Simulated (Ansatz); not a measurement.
**From W to Ta**

System: W (1 atom in the cell).
Method of run 1: DFT PBEsol, scalar-relativistic, plane waves, PAW, no spin polarisation (Ansatz 0.2.0).
System of run 2: Ta (Im-3m, 1 atom in the cell).

On run 1: The structure was made by swapping elements on the sites of another compound; it need not be a known phase. On run 2: The structure derives from a Materials Project entry. Text and figures count atoms from 1; the logs count them from 0 in places.

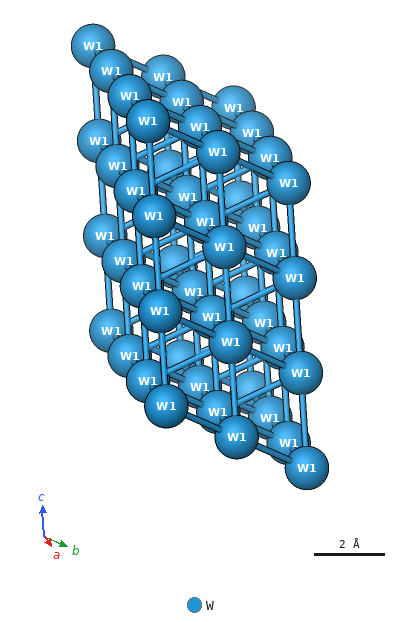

**Figure 1.** The structure (ball-and-stick view of the cell of the calculation, repeated 3 × 2 × 3, seen slightly off an axis; atoms are numbered from 1 in the order of the input). An atom can appear more than once, as a periodic image.

## Input, run 1
```yaml
crystal:
  lattice:
    - [-1.5861829273, 1.5861829273, 1.5861829273]
    - [1.5861829273, -1.5861829273, 1.5861829273]
    - [1.5861829273, 1.5861829273, -1.5861829273]
  atoms:
    - { symbol: W, position: [0.0, 0.0, 0.0] }
basis:
  ecutwfc: 420
kpoints:
  mp_grid: { grid: [8, 8, 8] }
hamiltonian:
  xc: pbesol
scf:
  occupations: { method: gaussian, width: 0.1 }
output:
  forces: true
  stress: true
  eigenvalues: true
```

Launched with:
```bash
ansatz run input.yaml --threads 1 --pin off --max-ram 2560MiB --backend cpu --events-out ev --progress --plain --runs-dir out
```

Hardware: 1 thread of Arm Neoverse V1, 24 GiB of memory available, shared host.

## Output, shortened to warnings, some set-up lines, iterations and results (run 1)
```
Basis set: ecut = 420 eV, 321 PW (Γ), exchange–correlation on 40×40×40 points (8 copies of the dense FFT grid, shifted against one another)
Symmetry: 48 space group operations
k-points: 29 of 512
Initial density: superposition of atomic densities (neutral atoms: chi_scale 0, normalization atom), corrected by the library's trained network
[...]
SCF iter   1: F=—  HF=-10256.561796 eV  |F-HF|=—  |Δ(HF+E_count)|=         —  Δρ=2.19e-3  dr2=1.49e-4  ethr=1.77e-3  ⟨swp⟩=5.0  Hψ=1699  notcnv=0
SCF iter   2: F=—  HF=-10256.561568 eV  |F-HF|=—  |Δ(HF+E_count)|=   2.28e-4  Δρ=1.13e-3  dr2=4.24e-5  ethr=1.06e-6  ⟨swp⟩=2.1  Hψ=707  notcnv=0
SCF iter   3: F=—  HF=-10256.561598 eV  |F-HF|=—  |Δ(HF+E_count)|=   3.01e-5  Δρ=2.74e-4  dr2=1.05e-5  ethr=3.03e-7  ⟨swp⟩=2.0  Hψ=472  notcnv=0
SCF iter   4: F=—  HF=-10256.561593 eV  |F-HF|=—  |Δ(HF+E_count)|=   4.67e-6  Δρ=8.12e-5  dr2=8.35e-7  ethr=7.51e-8  ⟨swp⟩=3.0  Hψ=501  notcnv=0
SCF iter   5: F=-10256.561593 eV  HF=-10256.561593 eV  |F-HF|=3.73e-10  |Δ(HF+E_count)|=   3.92e-7  Δρ=5.44e-6  dr2=1.40e-9  ethr=5.96e-9  ⟨swp⟩=2.0  Hψ=476  notcnv=0
SCF iter   6: F=-10256.561593 eV  HF=-10256.561593 eV  |F-HF|=1.29e-10  |Δ(HF+E_count)|=   1.37e-9  Δρ=1.19e-6  dr2=1.49e-10  ethr=9.98e-12  ⟨swp⟩=1.6  Hψ=1019  notcnv=0
SCF 1 converged in 6 iterations: F = -10256.561593 eV  dr2 = 1.49e-10
SCF converged after 6 iterations
Free energy (F): -10256.561593 eV
Harris-Foulkes:  -10256.561593 eV  (|F-HF|=1.29e-10)
Internal energy: -10256.561591 eV  (E = F + TS)
E sigma→0 (E₀):  -10256.561592 eV
Entropy (-TS):   -0.000002 eV (-0.002 meV/atom)
Fermi energy:    22.046348 eV
--- Per-component energies (eV) ---
  E_band       = -85.995485
  E_kinetic    = 449.877436
  E_local      = -605.992001  (includes V_loc(G=0)·N_el)
  E_nonlocal   = 2.904857
  E_hartree    = 216.393749
  E_xc         = -265.129837
  E_vxc        = -238.512183  (∫ρ·V_xc dr)
  E_paw        = -8435.995298  (= ΣΔE_a)
  E_vpaw       = -127.060696  (= ΣTr[D̂ρ^β])
  E_aug_tail   = -0.000063  (compensation charges beyond the density's cutoff)
  E_ewald      = -1618.842227
  E_core_change = 0.221792  (= ΣΔE_core)
  E_smearing   = -0.000002  (= −TS)
  E_closure    = 0.000000  (closes the sum)
  Σ components = -10256.561593   (vs F -10256.561593, Δ=0.00e0)
--- Forces (eV/Å), atoms counted from 1 ---
  atom   1  W     -0.00000000     0.00000000     0.00000000
  max |Σ_I F_I| component: 6.03e-33 eV/Å
--- Stress (GPa, compression-positive) ---
       -4.982103       0.000000       0.000000
        0.000000      -4.982103      -0.000000
       -0.000000       0.000000      -4.982103
  P = ⅓ Tr σ = -4.9821 GPa (-49.821 kbar)
```

For run 2 the input was changed thus:
```diff
-    - [-1.5861829273, 1.5861829273, 1.5861829273]
-    - [1.5861829273, -1.5861829273, 1.5861829273]
-    - [1.5861829273, 1.5861829273, -1.5861829273]
+    - [-1.6549278069, 1.6549278069, 1.6549278069]
+    - [1.6549278069, -1.6549278069, 1.6549278069]
+    - [1.6549278069, 1.6549278069, -1.6549278069]
-    - { symbol: W, position: [0.0, 0.0, 0.0] }
+    - { symbol: Ta, position: [0.0, 0.0, 0.0] }
```

What does this change do to the results?

The total energies belong to different systems, so their difference says nothing on which is more stable or more accurate. The pressure goes from −4.98 to −7.14 GPa. The volume per atom goes from 15.96 to 18.13 Å³. The number of SCF iterations is the same. The plane waves at Γ go from 321 to 369.

## Output, shortened to warnings, some set-up lines, iterations and results (run 2)
```
Basis set: ecut = 420 eV, 369 PW (Γ), exchange–correlation on 40×40×40 points (8 copies of the dense FFT grid, shifted against one another)
Symmetry: 48 space group operations
k-points: 29 of 512
Initial density: superposition of atomic densities (neutral atoms: chi_scale 0, normalization atom), corrected by the library's trained network
[...]
SCF iter   1: F=—  HF=-9806.517998 eV  |F-HF|=—  |Δ(HF+E_count)|=         —  Δρ=3.43e-3  dr2=1.05e-3  ethr=1.77e-3  ⟨swp⟩=5.3  Hψ=1791  notcnv=0
SCF iter   2: F=—  HF=-9806.517546 eV  |F-HF|=—  |Δ(HF+E_count)|=   4.51e-4  Δρ=1.44e-3  dr2=1.43e-4  ethr=8.07e-6  ⟨swp⟩=1.9  Hψ=624  notcnv=0
SCF iter   3: F=—  HF=-9806.517557 eV  |F-HF|=—  |Δ(HF+E_count)|=   1.04e-5  Δρ=2.34e-4  dr2=3.07e-6  ethr=1.10e-6  ⟨swp⟩=1.2  Hψ=321  notcnv=0
SCF iter   4: F=—  HF=-9806.517558 eV  |F-HF|=—  |Δ(HF+E_count)|=   1.32e-6  Δρ=1.78e-5  dr2=4.14e-8  ethr=2.36e-8  ⟨swp⟩=2.0  Hψ=406  notcnv=0
SCF iter   5: F=-9806.517558 eV  HF=-9806.517558 eV  |F-HF|=2.57e-9  |Δ(HF+E_count)|=   2.13e-8  Δρ=5.79e-6  dr2=3.59e-9  ethr=3.19e-10  ⟨swp⟩=2.0  Hψ=492  notcnv=0
SCF iter   6: F=-9806.517558 eV  HF=-9806.517558 eV  |F-HF|=3.53e-10  |Δ(HF+E_count)|=   1.27e-9  Δρ=1.78e-6  dr2=4.15e-10  ethr=2.76e-11  ⟨swp⟩=1.9  Hψ=1100  notcnv=0
SCF 1 converged in 6 iterations: F = -9806.517558 eV  dr2 = 4.15e-10
SCF converged after 6 iterations
Free energy (F): -9806.517558 eV
Harris-Foulkes:  -9806.517558 eV  (|F-HF|=3.53e-10)
Internal energy: -9806.513736 eV  (E = F + TS)
E sigma→0 (E₀):  -9806.515647 eV
Entropy (-TS):   -0.003822 eV (-3.822 meV/atom)
Fermi energy:    18.351092 eV
--- Per-component energies (eV) ---
  E_band       = -106.874171
  E_kinetic    = 365.695509
  E_local      = -554.339539  (includes V_loc(G=0)·N_el)
  E_nonlocal   = 17.667269
  E_hartree    = 191.410162
  E_xc         = -216.766827
  E_vxc        = -203.539131  (∫ρ·V_xc dr)
  E_paw        = -8272.538063  (= ΣΔE_a)
  E_vpaw       = -115.179233  (= ΣTr[D̂ρ^β])
  E_aug_tail   = 0.000120  (compensation charges beyond the density's cutoff)
  E_ewald      = -1337.856015
  E_core_change = 0.213646  (= ΣΔE_core)
  E_smearing   = -0.003822  (= −TS)
  E_closure    = 0.000000  (closes the sum)
  Σ components = -9806.517558   (vs F -9806.517558, Δ=0.00e0)
--- Forces (eV/Å), atoms counted from 1 ---
  atom   1  Ta    -0.00000000     0.00000000    -0.00000000
  max |Σ_I F_I| component: 6.37e-32 eV/Å
--- Stress (GPa, compression-positive) ---
       -7.141000       0.000000       0.000000
        0.000000      -7.141000       0.000000
        0.000000      -0.000000      -7.141000
  P = ⅓ Tr σ = -7.1410 GPa (-71.410 kbar)
```

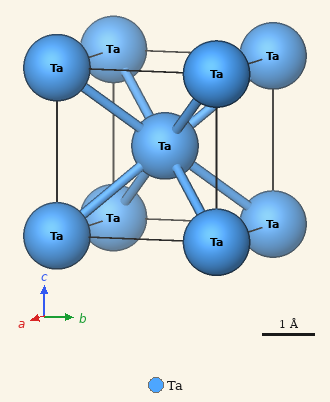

**Figure 2.** The input structure of run 2 (ball-and-stick view of the cell 2 times as large as that of the calculation, set on its symmetry axes, seen slightly off an axis). An atom can appear more than once, as a periodic image.

## The two runs side by side

```tsv
quantity	run 1	run 2
outcome	converged	converged
free energy per atom (eV)	−10256.5616	−9806.5176
energy per atom, smearing taken to zero (eV)	−10256.5616	−9806.5156
gap on the mesh (eV)	0.00	0.00
pressure (GPa)	−4.98	−7.14
volume per atom (Å³)	15.96	18.13
largest force (eV/Å)	0.000	0.000
SCF iterations	6	6
irreducible k-points	29	29
plane waves at Γ	321	369
wall time (shared host)	0.96 s	0.69 s
```

For run 1: Spin–orbit coupling is left out, which matters for W. For run 2: Spin–orbit coupling is left out, which matters for Ta. The cell is under a tension of 7.1 GPa at this level, so it is not at its equilibrium volume.
